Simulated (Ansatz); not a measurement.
Consider TaSi2.

```
Ta Si
1.0
     5.62809    0.00000    0.00000
     0.00000    5.62809    0.00000
     0.00000    0.00000    5.62809
Ta Si
2 4
Cartesian
  0.0000 0.0000 0.0000
  2.8140 2.8140 2.8140
  1.4070 1.4070 1.4070
  1.4070 4.2211 4.2211
  4.2211 4.2211 1.4070
  4.2211 1.4070 4.2211
```

Space group Pn-3m; started from the cuprite_224 prototype, which need not be the ambient phase.

Level of theory: DFT r2SCAN, scalar-relativistic, plane waves, PAW (Ansatz).

Q: What will maps of the valence pseudo-density and electron localisation function show?

A: Ta–Si (2.44 Å): ρ is about 0.61 e/Å³ halfway; the ELF peaks at about 0.90 in the valence shell of Si, 0.9 Å from its nucleus, and is about 0.65 at the midpoint.

Q: Metal or insulator at this level of theory?

A: It is gapless in this calculation (a metal or semimetal).

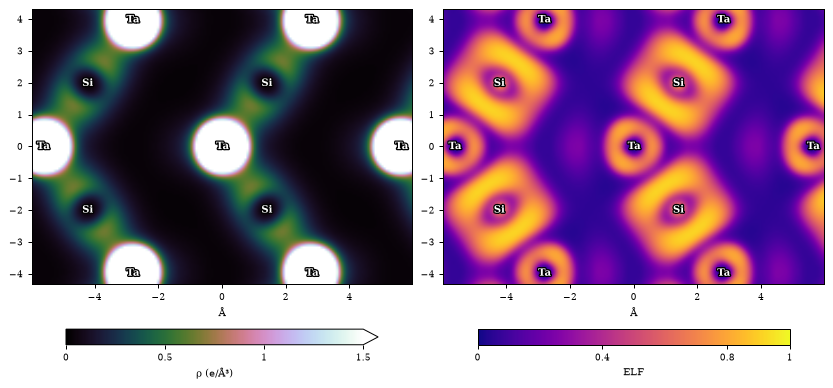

Computed valence pseudo-density and electron localisation function on the (011̄) plane of the conventional cell, in this order. 

The density is the valence pseudo-density of a PAW calculation; it isn't the true density close to the nuclei.
